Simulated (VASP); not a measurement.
```
Be Se
1.0
     2.55523    2.55523    0.00000
    -2.55523    2.55523    0.00000
     0.00000    0.00000    5.20170
Be Se
2 2
Direct
  0.00000 0.00000 0.00000
  0.50000 0.50000 0.50000
  0.50000 0.00000 0.25000
  0.00000 0.50000 0.75000
```

Space group I-4m2; started from the zincblende prototype, which need not be the ambient phase; changed on purpose from its base cell (epitaxial xy strain -1.0%).

Method: DFT, r2SCAN, plane waves, PAW in VASP 6.6.1.

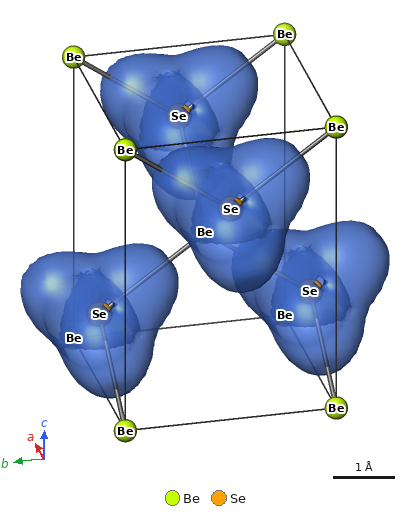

BeSe. Isosurface of the ELF at 0.8 (blue), seen at an oblique angle. Only the valence region is drawn (cores and ρ < 0.01 e/Å³ removed). Sticks mark near contacts.

In a PAW calculation such maps are meaningful between the atoms, not at the nuclei.

### Describe the localisation domains.

The surface consists of two regions wrapped around Se (the valence shell of each), counted in one cell of 4 atoms. Regions shared between cells count once. Along the contacts the grid gives the following. Be–Se (2.23 Å): the ELF peaks at about 0.95 between the atoms (a shared but strongly polarised pair).
